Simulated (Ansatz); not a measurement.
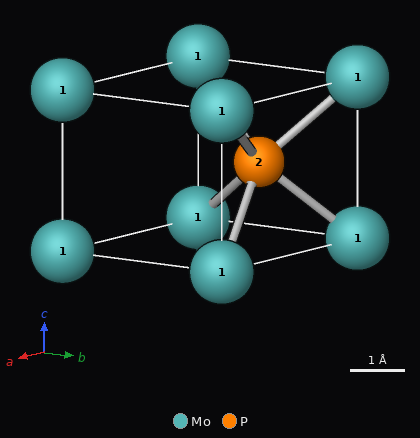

*The structure as given in the input (ball-and-stick view of the cell of the calculation, seen at an oblique angle; atoms are numbered from 1 in the order of the input). An atom can appear more than once, as a periodic image.*

Near neighbours in the periodic cell (some may lie outside the picture): Mo has 6 P at 2.45 Å; P has 6 Mo at 2.45 Å.

Geometry relaxation, with input and output: MoP

- system: MoP (2 atoms in the cell)
- method: DFT PBE, scalar-relativistic, plane waves, PAW, no spin polarisation (Ansatz 0.2.0)

The structure derives from an entry of the Crystallography Open Database. Figures and captions count atoms from 1; the log counts them from 0 in places.

Log
```
Engine: ansatz 0.2.0, x86_64-unknown-linux-gnu
Pseudopotentials: kind: paw
Pseudopotential: Mo, paw, valence charge 14, recommended cutoff 420 eV (normal), Mo.paw.azcp
Pseudopotential: P, paw, valence charge 5, recommended cutoff 420 eV (normal), P.paw.azcp
Functional definition: PBE
  parameter kappa = 0.804
  parameter beta = 0.06672455060314922
  exchange = pbe_x(kappa = kappa, mu = beta*pi^2/3)
  correlation = pbe_c(beta = beta)
Crystal: 2 atoms, lattice volume = 28.706 Å³
Basis set: ecut = 420 eV, 551 PW (Γ), exchange–correlation on 48×48×48 points (8 copies of the dense FFT grid, shifted against one another)
Bands: 14, of which v1, the nominal top of the filled ones, is band 10 counted from 1 (9 counted from 0)
Symmetry: 12 space group operations
Space group: P-6m2 (ITA 187), of the structure as read, at distance tolerance 3.1e-5 Å
k-points: 296 of 4536 (time reversal used)
Non-local potential: Mo, projectors of the file, l = 0: 3, l = 1: 2, l = 2: 2, l = 3: 1
Non-local potential: P, projectors of the file, l = 0: 2, l = 1: 2, l = 2: 2
PAW form: soft (Blöchl's): semilocal exchange-correlation on the pseudo side does not see the compensation charge
PAW one-centre angular grid: Mo, 590 points (default); XC on 64 Gauss nodes
PAW one-centre angular grid: P, 110 points (default); XC on 64 Gauss nodes
Initial density: superposition of atomic densities (neutral atoms: chi_scale 0, normalization atom), corrected by the library's trained network
Initial wavefunctions: pseudopotential atomic-orbital guess
Functional: x = pbe(κ = 0.804, μ = 0.2195149727645171), c = pbe(β = 0.06672455060314922)
SCF iter   1: F=—  HF=-5713.063895 eV  |F-HF|=—  |Δ(HF+E_count)|=         —  Δρ=6.77e-3  dr2=5.55e-3  ethr=1.77e-3  ⟨swp⟩=5.1  Hψ=24337  notcnv=0
preconditioner: auto → none  [metal: Δε(μ)=0.037 eV  Ē_g=8.823 eV  σ=0.100 eV  W_gap=0.20  n_scr=8 (ndim 8)  ℏωp=23.0 eV  f_vac=0.000  D(μ)=0.88/eV (n_scr^D=8)  sad-step TF]
SCF iter   2: F=—  HF=-5713.064895 eV  |F-HF|=—  |Δ(HF+E_count)|=   1.00e-3  Δρ=4.01e-3  dr2=2.38e-3  ethr=2.92e-5  ⟨swp⟩=1.1  Hψ=6541  notcnv=0
SCF iter   3: F=—  HF=-5713.065447 eV  |F-HF|=—  |Δ(HF+E_count)|=   5.52e-4  Δρ=3.10e-4  dr2=1.75e-5  ethr=1.25e-5  ⟨swp⟩=2.1  Hψ=5642  notcnv=0
SCF iter   4: F=—  HF=-5713.065447 eV  |F-HF|=—  |Δ(HF+E_count)|=   1.24e-7  Δρ=6.84e-5  dr2=7.85e-7  ethr=9.22e-8  ⟨swp⟩=2.0  Hψ=6588  notcnv=0
iter 5 did not close the SCF: its close was put off for the readings that it lacked (scf_convergence_deferred on its scf_iter line)
SCF iter   5: F=-5713.065447 eV  HF=-5713.065447 eV  |F-HF|=1.23e-9  |Δ(HF+E_count)|=   2.32e-7  Δρ=1.42e-5  dr2=4.12e-8  ethr=4.13e-9  ⟨swp⟩=2.7  Hψ=6410  notcnv=0
SCF iter   6: F=-5713.065447 eV  HF=-5713.065447 eV  |F-HF|=1.78e-10  |Δ(HF+E_count)|=   1.08e-8  Δρ=2.37e-6  dr2=1.08e-9  ethr=2.17e-10  ⟨swp⟩=6.6  Hψ=24071  notcnv=0
SCF 1 converged in 6 iterations: F = -5713.065447 eV  dr2 = 1.08e-9
  greatest PAW one-centre occupation: 0.998 electrons in one spin orbital (limit 2), on the Mo atom at site 0 (counted from 0), in its partial waves of l = 0
relax step   1: F+E_penalty+E_count = -5713.06544749 eV  Δ(F+E_penalty+E_count) = +0.000e0 eV  max|allowed force component| = 9.252e-18 eV/Å  Δτ_max = 0.0000 Å  P = +2.686 GPa  Ω = 28.706 Å³  (6 SCF iters, dr2 threshold 1.00e-7 eV, accepted)
Crystal: 2 atoms, lattice volume = 29.200 Å³
Basis set: ecut = 420 eV, 599 PW (Γ), exchange–correlation on 48×48×48 points (8 copies of the dense FFT grid, shifted against one another)
Initial density: handed on by an earlier stage of this run
Initial wavefunctions: those handed on with the density
iter 1 solved again at ethr=3.19e-6 eV; its pass at ethr=3.10e-3 eV (dr2=6.07e-4 eV) is discarded
SCF iter   1: F=—  HF=-5713.067475 eV  |F-HF|=—  |Δ(HF+E_count)|=         —  Δρ=1.53e-3  dr2=6.71e-4  ethr=3.19e-6  ⟨swp⟩=1.9  Hψ=28731  notcnv=0
preconditioner: auto → none  [metal: Δε(μ)=0.015 eV  Ē_g=8.702 eV  σ=0.100 eV  W_gap=0.09  n_scr=8 (ndim 8)  ℏωp=22.8 eV  f_vac=0.000  D(μ)=0.95/eV (n_scr^D=8)]
SCF iter   2: F=—  HF=-5713.067340 eV  |F-HF|=—  |Δ(HF+E_count)|=   1.36e-4  Δρ=6.78e-4  dr2=9.96e-5  ethr=3.19e-6  ⟨swp⟩=2.1  Hψ=5721  notcnv=0
SCF iter   3: F=—  HF=-5713.067334 eV  |F-HF|=—  |Δ(HF+E_count)|=   5.69e-6  Δρ=1.52e-4  dr2=3.92e-6  ethr=5.24e-7  ⟨swp⟩=1.8  Hψ=5387  notcnv=0
iter 4 did not close the SCF: its close was put off for the readings that it lacked (scf_convergence_deferred on its scf_iter line)
SCF iter   4: F=-5713.067334 eV  HF=-5713.067334 eV  |F-HF|=1.43e-8  |Δ(HF+E_count)|=   3.97e-7  Δρ=1.57e-5  dr2=2.83e-8  ethr=2.06e-8  ⟨swp⟩=2.1  Hψ=5770  notcnv=0
iter 5 did not close the SCF: its close was put off for the readings that it lacked (scf_convergence_deferred on its scf_iter line)
SCF iter   5: F=-5713.067334 eV  HF=-5713.067334 eV  |F-HF|=3.14e-10  |Δ(HF+E_count)|=   2.27e-8  Δρ=2.49e-6  dr2=6.46e-10  ethr=1.49e-10  ⟨swp⟩=2.3  Hψ=6452  notcnv=0
SCF iter   6: F=-5713.067334 eV  HF=-5713.067334 eV  |F-HF|=3.27e-11  |Δ(HF+E_count)|=  5.07e-10  Δρ=4.04e-7  dr2=4.36e-11  ethr=3.40e-12  ⟨swp⟩=4.2  Hψ=20028  notcnv=0
SCF 2 converged in 6 iterations: F = -5713.067334 eV  dr2 = 4.36e-11
relax step   2: F+E_penalty+E_count = -5713.06733424 eV  Δ(F+E_penalty+E_count) = -1.887e-3 eV  max|allowed force component| = 3.701e-17 eV/Å  Δτ_max = 0.0000 Å  P = -0.752 GPa  Ω = 29.200 Å³  energy of the carried Pulay correction = -1.173e-4 eV  (6 SCF iters, dr2 threshold 2.00e-7 eV, accepted)
Crystal: 2 atoms, lattice volume = 29.067 Å³
Basis set: ecut = 420 eV, 575 PW (Γ), exchange–correlation on 48×48×48 points (8 copies of the dense FFT grid, shifted against one another)
iter 1 solved again at ethr=7.08e-7 eV; its pass at ethr=3.10e-3 eV (dr2=1.35e-4 eV) is discarded
SCF iter   1: F=—  HF=-5713.068461 eV  |F-HF|=—  |Δ(HF+E_count)|=         —  Δρ=7.33e-4  dr2=1.39e-4  ethr=7.08e-7  ⟨swp⟩=2.7  Hψ=27750  notcnv=0
preconditioner: auto → none  [metal: Δε(μ)=0.009 eV  Ē_g=8.732 eV  σ=0.100 eV  W_gap=0.05  n_scr=8 (ndim 8)  ℏωp=22.8 eV  f_vac=0.000  D(μ)=0.93/eV (n_scr^D=8)]
SCF iter   2: F=—  HF=-5713.068424 eV  |F-HF|=—  |Δ(HF+E_count)|=   3.76e-5  Δρ=2.96e-4  dr2=1.40e-5  ethr=7.08e-7  ⟨swp⟩=2.5  Hψ=6136  notcnv=0
SCF iter   3: F=—  HF=-5713.068423 eV  |F-HF|=—  |Δ(HF+E_count)|=   5.94e-7  Δρ=8.44e-5  dr2=9.85e-7  ethr=7.35e-8  ⟨swp⟩=1.1  Hψ=4290  notcnv=0
iter 4 did not close the SCF: its close was put off for the readings that it lacked (scf_convergence_deferred on its scf_iter line)
SCF iter   4: F=-5713.068423 eV  HF=-5713.068423 eV  |F-HF|=9.02e-10  |Δ(HF+E_count)|=   1.01e-7  Δρ=5.95e-6  dr2=4.14e-9  ethr=5.18e-9  ⟨swp⟩=1.6  Hψ=5071  notcnv=0
iter 5 did not close the SCF: its close was put off for the readings that it lacked (scf_convergence_deferred on its scf_iter line)
SCF iter   5: F=-5713.068423 eV  HF=-5713.068423 eV  |F-HF|=4.55e-12  |Δ(HF+E_count)|=   2.85e-9  Δρ=7.21e-7  dr2=6.89e-11  ethr=2.18e-11  ⟨swp⟩=2.1  Hψ=6457  notcnv=0
SCF iter   6: F=-5713.068423 eV  HF=-5713.068423 eV  |F-HF|=1.82e-12  |Δ(HF+E_count)|=  2.82e-11  Δρ=9.91e-8  dr2=2.04e-12  ethr=1.00e-12  ⟨swp⟩=4.0  Hψ=18948  notcnv=0
SCF 3 converged in 6 iterations: F = -5713.068423 eV  dr2 = 2.04e-12
relax step   3: F+E_penalty+E_count = -5713.06842342 eV  Δ(F+E_penalty+E_count) = -1.089e-3 eV  max|allowed force component| = 5.551e-17 eV/Å  Δτ_max = 0.0000 Å  P = -0.011 GPa  Ω = 29.067 Å³  energy of the carried Pulay correction = -8.794e-5 eV  (6 SCF iters, dr2 threshold 2.00e-7 eV, accepted)
Initial wavefunctions: pseudopotential atomic-orbital guess (no wavefunctions were taken with the density)
iter 1 solved again at ethr=2.42e-8 eV; its pass at ethr=3.10e-3 eV (dr2=4.59e-6 eV) is discarded
SCF iter   1: F=—  HF=-5713.068510 eV  |F-HF|=—  |Δ(HF+E_count)|=         —  Δρ=6.47e-5  dr2=4.26e-8  ethr=2.42e-8  ⟨swp⟩=3.1  Hψ=36665  notcnv=0
preconditioner: auto → none  [metal: Δε(μ)=0.009 eV  Ē_g=8.731 eV  σ=0.100 eV  W_gap=0.05  n_scr=8 (ndim 8)  ℏωp=22.8 eV  f_vac=0.000  D(μ)=0.93/eV (n_scr^D=8)]
SCF iter   2: F=—  HF=-5713.068513 eV  |F-HF|=—  |Δ(HF+E_count)|=   2.32e-6  Δρ=3.22e-5  dr2=9.58e-9  ethr=2.24e-10  ⟨swp⟩=1.9  Hψ=5504  notcnv=0
SCF iter   3: F=—  HF=-5713.068513 eV  |F-HF|=—  |Δ(HF+E_count)|=   8.10e-7  Δρ=1.64e-6  dr2=1.44e-10  ethr=5.04e-11  ⟨swp⟩=2.0  Hψ=6960  notcnv=0
iter 4 did not close the SCF: its close was put off for the readings that it lacked (scf_convergence_deferred on its scf_iter line)
SCF iter   4: F=-5713.068513 eV  HF=-5713.068513 eV  |F-HF|=3.00e-11  |Δ(HF+E_count)|=   1.84e-9  Δρ=2.62e-7  dr2=5.14e-12  ethr=1.00e-12  ⟨swp⟩=2.9  Hψ=6799  notcnv=0
iter 5 did not close the SCF: its close was put off for the readings that it lacked (scf_convergence_deferred on its scf_iter line)
SCF iter   5: F=-5713.068513 eV  HF=-5713.068513 eV  |F-HF|=1.82e-12  |Δ(HF+E_count)|=  3.09e-11  Δρ=2.31e-8  dr2=1.06e-13  ethr=1.00e-12  ⟨swp⟩=1.0  Hψ=4144  notcnv=0
iter 6 did not close the SCF: its close was put off for the readings that it lacked (scf_convergence_deferred on its scf_iter line)
SCF iter   6: F=-5713.068513 eV  HF=-5713.068513 eV  |F-HF|=1.82e-12  |Δ(HF+E_count)|=  1.82e-12  Δρ=4.45e-9  dr2=2.82e-15  ethr=1.00e-12  ⟨swp⟩=1.0  Hψ=4144  notcnv=0
iter 7 did not close the SCF: its close was put off for the readings that it lacked (scf_convergence_deferred on its scf_iter line)
SCF iter   7: F=-5713.068513 eV  HF=-5713.068513 eV  |F-HF|=0.00e0  |Δ(HF+E_count)|=    0.00e0  Δρ=1.02e-9  dr2=1.77e-16  ethr=1.00e-12  ⟨swp⟩=1.0  Hψ=4144  notcnv=0
SCF iter   8: F=-5713.068513 eV  HF=-5713.068513 eV  |F-HF|=2.73e-12  |Δ(HF+E_count)|=  9.09e-13  Δρ=2.16e-10  dr2=4.06e-18  ethr=1.00e-12  ⟨swp⟩=2.0  Hψ=10525  notcnv=0
SCF 4 converged in 8 iterations: F = -5713.068513 eV  dr2 = 4.06e-18
relax step   4: F+E_penalty+E_count = -5713.06851348 eV  Δ(F+E_penalty+E_count) = -9.006e-5 eV  max|allowed force component| = 2.776e-17 eV/Å  Δτ_max = 0.0000 Å  P = -0.010 GPa  Ω = 29.067 Å³  stress off target by 2.63e-2 GPa  SCF on the basis re-selected at this cell (its energy is not comparable with the rows above)  (8 SCF iters)
```

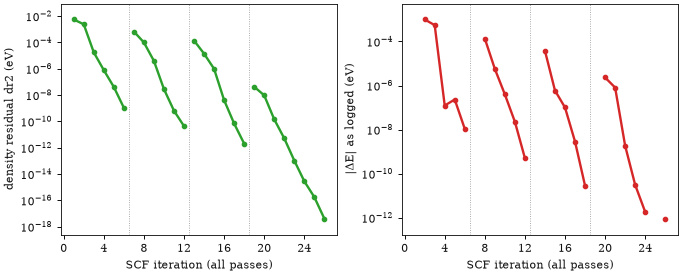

*Convergence of the self-consistent field: density residual dr2 and size of the energy change against the SCF iteration. The dotted lines part the SCF passes of the relaxation: geometry steps, rejected trials and re-solves on a re-selected basis.*

The passes take 6, 6, 6 and 8 iterations.

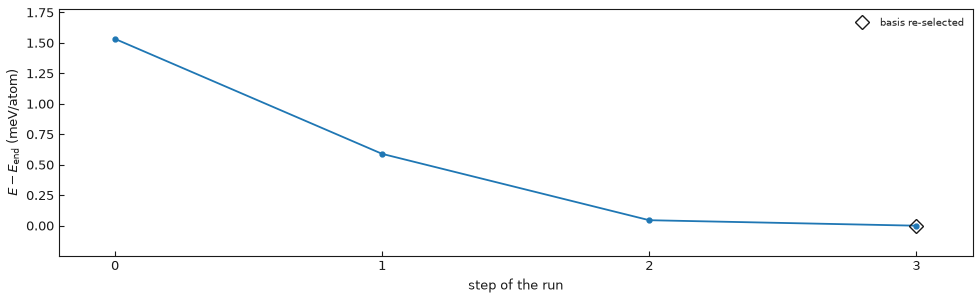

*Progress of the relaxation, step by step (the first geometry is step 0 here and step 1 in the log).*

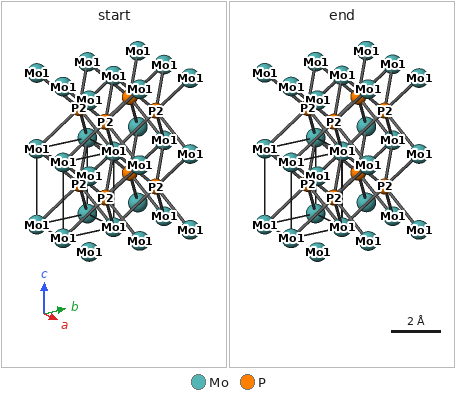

*Before (left) and after (right) the relaxation, at one scale (ball-and-stick view of the cell of the calculation, repeated 2 × 2 × 2, seen slightly off an axis).*

The energy falls by 1.5 meV per atom in 2 geometry steps. All forces vanish by symmetry, so only the cell relaxes. The pressure goes from 2.69 to −0.01 GPa. The atoms keep their places relative to the cell (all moves are under 0.005 Å). The volume changes by +1.3 %, with a = b 3.223 → 3.241 Å (+0.6 %), c 3.191 → 3.195 Å (+0.1 %). Among the contacts that change: Mo1–P2 2.451 → 2.460 Å. The space group stays P-6m2 (No. 187). A last SCF at the same geometry on a re-selected plane-wave basis shifts the energy by next to nothing (0.0 meV per atom). (Atoms are counted from 1 in the order of the input.)

```
basis re-selected at this cell: Δ(F+E_penalty+E_count) = -9.006e-5 eV, ΔP = +0.001 GPa vs the last step (what re-selecting the basis moved, of the pressure what is left beyond the Pulay correction that the steps carried, after the strain that the cell walked since its last selection, with what the two solves' SCF thresholds leave and, on support functions, any second-order correction that the steps lacked; it is no measure of the basis error at this ecutwfc). This SCF's stress stands 2.63e-2 GPa from its target on what of the cell is left free (relax.cell.stress_tol is 5.00e-2 GPa) and its largest allowed force component is 2.78e-17 eV/Å (relax.f_tol is 5.00e-3 eV/Å): within both
SCF converged after 8 iterations
Free energy (F): -5713.068513 eV
Harris-Foulkes:  -5713.068513 eV  (|F-HF|=2.73e-12)
Internal energy: -5713.063877 eV  (E = F + TS)
E sigma→0 (E₀):  -5713.066195 eV
Entropy (-TS):   -0.004636 eV (-2.318 meV/atom)
Fermi energy:    16.981922 eV
--- Per-component energies (eV) ---
  E_band       = -67.060811
  E_kinetic    = 516.616020
  E_local      = -1034.986364  (includes V_loc(G=0)·N_el)
  E_nonlocal   = 176.229880
  E_hartree    = 359.784671
  E_xc         = -247.238584
  E_vxc        = -292.863332  (∫ρ·V_xc dr)
  E_paw        = -3770.775204  (= ΣΔE_a)
  E_vpaw       = -151.626412  (= ΣTr[D̂ρ^β])
  E_aug_tail   = 0.000053  (compensation charges beyond the density's cutoff)
  E_ewald      = -1712.694351
  E_smearing   = -0.004636  (= −TS)
  E_closure    = 0.000000  (closes the sum)
  Σ components = -5713.068513   (vs F -5713.068513, Δ=0.00e0)
--- Forces (eV/Å), atoms counted from 1 ---
  atom   1  Mo    -0.00000000     0.00000000    -0.00000000
  atom   2  P      0.00000000     0.00000000    -0.00000000
  max |Σ_I F_I| component: 2.22e-16 eV/Å
--- Stress (GPa, compression-positive) ---
       -0.026319      -0.000000      -0.000000
        0.000000      -0.026319      -0.000000
       -0.000000      -0.000000       0.022794
  P = ⅓ Tr σ = -0.0099 GPa (-0.099 kbar)
--- Band table (eV; the first three rows and the last of 296) ---
  k-point 0: bands = ["-44.2019", "-18.3412", "-18.1499", "-18.1499", "3.1650", "12.9054", "13.7178", "13.7178", "16.3322", "17.2736", "17.2736", "21.0739", "21.0739", "22.4788"]
  k-point 1: bands = ["-44.2009", "-18.3557", "-18.1487", "-18.1487", "3.2472", "12.8046", "13.7566", "13.7566", "16.2861", "17.0592", "17.0592", "21.2452", "21.2452", "22.5523"]
  k-point 2: bands = ["-44.1982", "-18.3961", "-18.1452", "-18.1452", "3.4879", "12.4555", "13.8676", "13.8676", "16.2808", "16.5711", "16.5711", "21.4900", "21.4900", "22.7542"]
  k-point 295: bands = ["-44.1498", "-18.5465", "-18.3487", "-18.3212", "6.2290", "10.2160", "11.3401", "13.7900", "15.7213", "18.5294", "20.2064", "21.1273", "21.2452", "21.8860"]
--- Relaxed structure (3 steps of the walk, 3 accepted, 1 SCFs on fresh bases) ---
  F+E_penalty+E_count = -5713.06851348 eV   max|allowed force component| = 2.776e-17 eV/Å   (the final SCF, on the basis selected at the relaxed cell)
  cell:  # Å, volume = 29.0671 Å³
    - [3.241043108176439, 2.9029156543957134e-11, 0.0]
    - [-1.6205215541133593, 2.806825666426758, 0.0]
    - [0.0, 0.0, 3.1952266600093386]
  atoms:
    - { symbol: Mo, position: [3.0814879110195774e-33, -3.700743415524894e-17, 0.0] }
    - { symbol: P, position: [0.3333333333333333, 0.6666666666666666, 0.5000000000000001] }
```

Trajectory as extended XYZ (Å, eV, eV/Å), 4 frames, from step=1 to step=4
```
2
Lattice="3.2230 0.0000 0.0000 -1.6115 2.7912 0.0000 0.0000 0.0000 3.1910" Properties=species:S:1:pos:R:3:forces:R:3 step=1 energy=-5713.06545 pressure_GPa=2.69
Mo    0.0000    0.0000    0.0000    0.0000   0.0000   0.0000
P     0.0000    1.8608    1.5955    0.0000   0.0000   0.0000
2
Lattice="3.2536 0.0000 0.0000 -1.6268 2.8177 0.0000 0.0000 0.0000 3.1851" Properties=species:S:1:pos:R:3:forces:R:3 step=2 energy=-5713.06733 pressure_GPa=-0.75
Mo    0.0000    0.0000    0.0000    0.0000   0.0000   0.0000
P     0.0000    1.8785    1.5926    0.0000   0.0000   0.0000
2
Lattice="3.2410 0.0000 0.0000 -1.6205 2.8068 0.0000 0.0000 0.0000 3.1952" Properties=species:S:1:pos:R:3:forces:R:3 step=3 energy=-5713.06842 pressure_GPa=-0.01
Mo    0.0000    0.0000    0.0000    0.0000   0.0000   0.0000
P     0.0000    1.8712    1.5976    0.0000   0.0000   0.0000
2
Lattice="3.2410 0.0000 0.0000 -1.6205 2.8068 0.0000 0.0000 0.0000 3.1952" Properties=species:S:1:pos:R:3:forces:R:3 step=4 energy=-5713.06851 pressure_GPa=-0.01
Mo    0.0000    0.0000    0.0000    0.0000   0.0000   0.0000
P     0.0000    1.8712    1.5976    0.0000   0.0000   0.0000
```

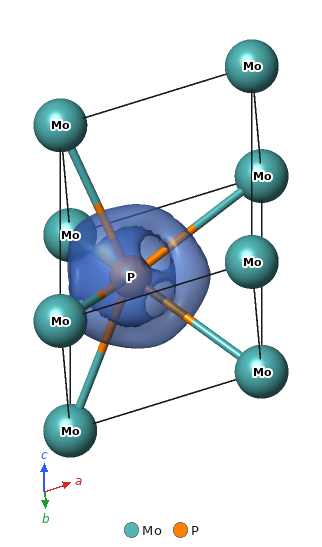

*Isosurface of the ELF at 0.7 (blue), seen at an oblique angle. Only the valence region is drawn (cores and ρ < 0.01 e/Å³ removed). Sticks mark near contacts. The outline is the cell set on symmetry axes.*

Profiles from the grid: Mo–P (2.46 Å): the ELF is about 0.45 at the midpoint. Core electrons are frozen (PAW), so the fields are smoothed inside the atomic spheres.

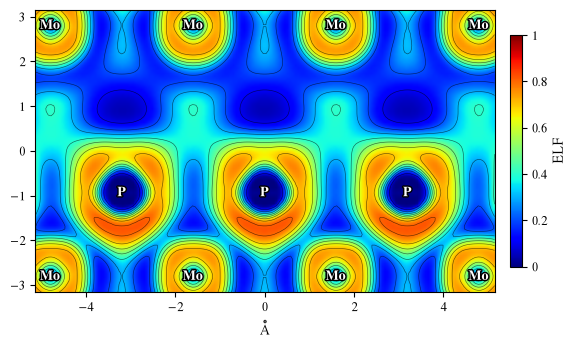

*ELF on the (110) plane of the conventional cell.*

The section cuts through Mo and P sites. Mo–P (2.46 Å): the ELF is about 0.45 at the midpoint. The strong features right at Mo lie inside the PAW spheres (semicore, d or f shells) and say nothing about bonding.

The run was set up as follows.

Input
```yaml
crystal:
  lattice:
    - [3.2230000535, 0.0, 0.0]
    - [-1.6115000268, 2.7911999227, 0.0]
    - [0.0, 0.0, 3.191]
  atoms:
    - { symbol: Mo, position: [0.0, 0.0, 0.0] }
    - { symbol: P, position: [0.3333333333, 0.6666666667, 0.5] }
basis:
  ecutwfc: 420
kpoints:
  mp_grid: { grid: [18, 18, 14] }
hamiltonian:
  xc: pbe
scf:
  occupations: { method: gaussian, width: 0.1 }
output:
  forces: true
  stress: true
  eigenvalues: true
  write_density: true
  write_potential: true
  elf: true
  volumetric_format: npy
relax:
  adjacent_minimum: "off"
  f_tol: 0.005
  max_steps: 80
  cell: { stress_tol: 0.05 }
```

Run as:
```bash
ansatz run input.yaml --threads 1 --pin off --max-ram 2560MiB --backend cpu --events-out ev --progress --plain --runs-dir out
```

Results in brief

- outcome: converged
- space group (tolerance 0.01 Å): P-6m2 (187)
- electrons treated: 19
- free energy: −5713.0685 eV
- Fermi energy: 16.982 eV
- gap on the k-point mesh: none (metallic)
- pressure: −0.01 GPa
- final volume: 29.07 Å³
- largest force (length of the vector) at the end: under 0.001 eV/Å
- final cell: a = 3.241 Å, b = 3.241 Å, c = 3.195 Å, α = 90.00°, β = 90.00°, γ = 120.00°
- hardware: 1 thread of Intel Xeon @ 2.70GHz, 189 GiB of memory available, shared host
- wall time: 59 s
- peak memory: 0.48 GiB
